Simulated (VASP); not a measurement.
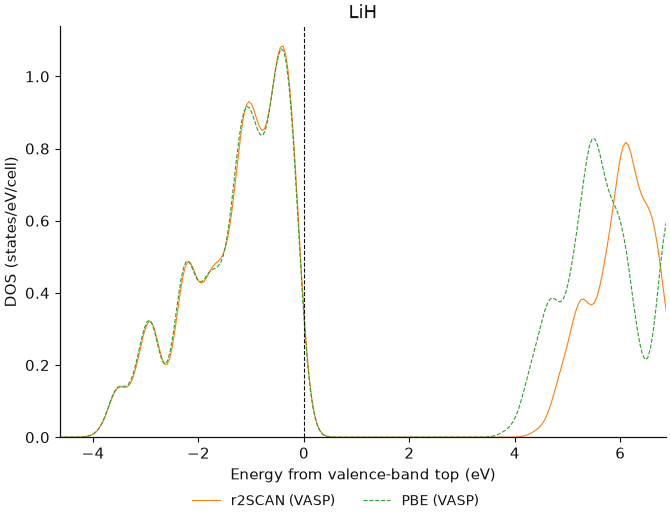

Total densities of states of LiH, space group P1, 2 atoms in the cell, zincblende type, strained and displaced, by two methods on the same cell. The curves are built from the levels of the k mesh with Gaussians 0.4 eV wide, which also blur the band edges. Each is counted from its own valence-band top.

How do the methods compare?

Answer. r2SCAN (VASP) gives a gap of 4.44 eV and PBE (VASP) gives a gap of 3.87 eV.

Settings. r2SCAN (VASP): DFT, r2SCAN, plane waves, PAW, 8×8×8 k mesh, 520 eV cutoff, Fermi-Dirac smearing of 0.02 eV (VASP). PBE (VASP): DFT, PBE, plane waves, PAW, 8×8×8 k mesh, 520 eV cutoff (VASP).

The atoms aren't at rest in this cell (largest force 0.3 eV/Å), so the relaxed material can differ.
